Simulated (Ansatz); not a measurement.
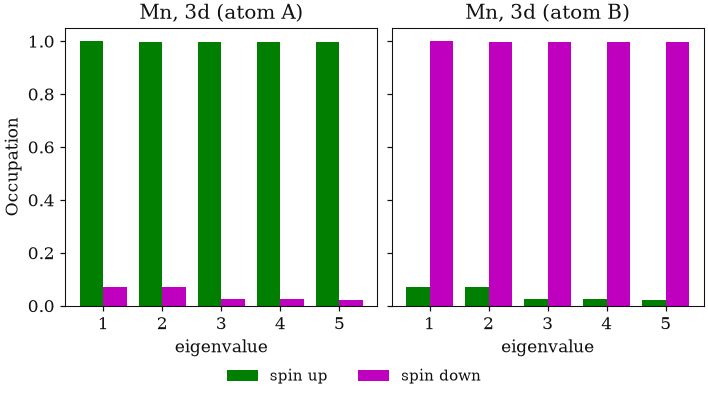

What does the plot show?

Eigenvalues of the local occupation matrix of the d shell, one panel for each unlike atom (Löwdin-orthogonalised atomic projectors). System: MnO, space group Fm-3m (No. 225), 4 atoms in the cell, MnO type. Method: DFT LDA+U, scalar-relativistic, plane waves, PAW, Ueff = 8 eV on Mn d, spin-polarised, 7×7×7 k mesh, 420 eV cutoff, Gaussian smearing of 0.05 eV (Ansatz 0.2.0).

Counting eigenvalues over 0.6 as filled, Mn (atom A) has 5 filled d states (d⁵), 5 up and 0 down, high spin; the eigenvalues sum to 5.2; Mn (atom B) has 5 filled d states (d⁵), 0 up and 5 down, high spin; the eigenvalues sum to 5.2. The small eigenvalues come from mixing with neighbours' orbitals.

Start of the run: from atoms, symmetry kept, no search. Such runs often end in metastable states, so this need not be the lowest one.
